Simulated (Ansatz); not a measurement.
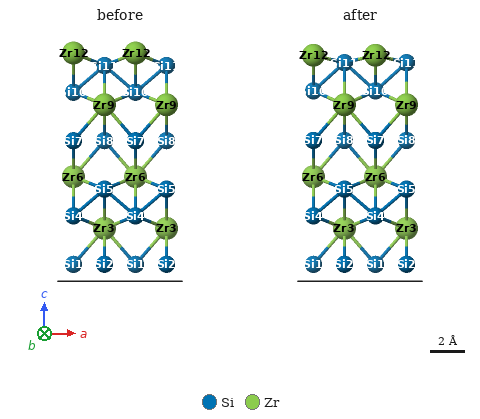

The structure of a slab of composition ZrSi$_{2}$ (cut from the Cmcm phase) before (left) and after (right) a constrained relaxation, at one scale.

A ball-and-stick model of the 2 × 2 repeat of the cell, outlined in the plane, without the vacuum, seen along the b axis.

Case: clean slab, lower half held. The slab is the (0 1 0) face of ZrSi2. 6 atoms are held fixed.

Computed with DFT PBEsol, scalar-relativistic, plane waves, PAW (Ansatz). Settings: plane-wave cutoff 420 eV; k-point mesh 8 × 8 × 1; occupations gaussian; smearing width 0.1 eV; no spin polarisation; dipole correction; atoms relaxed in a fixed cell; force threshold 0.03 eV/Å; at most 70 steps.

### Summarise the run.

The largest move is that of Si11, 0.17 Å along the normal (+c). Largest moves by element: Si 0.17 Å, Zr 0.13 Å. The cell doesn't change. Some distances before and after: Si10–Zr12 2.952 → 2.787 Å, Zr9–Si11 2.952 → 3.090 Å, Zr9–Zr12 3.557 → 3.446 Å, Si11–Zr12 2.695 → 2.628 Å. Bond angles that change, for instance: Si11–Zr12–Si11 148.2° → 160.9°, Si10–Zr12–Si11 102.1° → 109.6°, Si10–Zr12–Si10 77.0° → 82.5°. After 4 geometry steps the energy has fallen by 0.172 eV per cell of the calculation. Largest force component: 1.3 eV/Å at the start, 0.026 eV/Å at the end. The run took 2.5 min on 1 thread of Intel(R) Xeon(R) 6975P-C (Granite Rapids), on a shared host, peak memory 0.77 GiB.
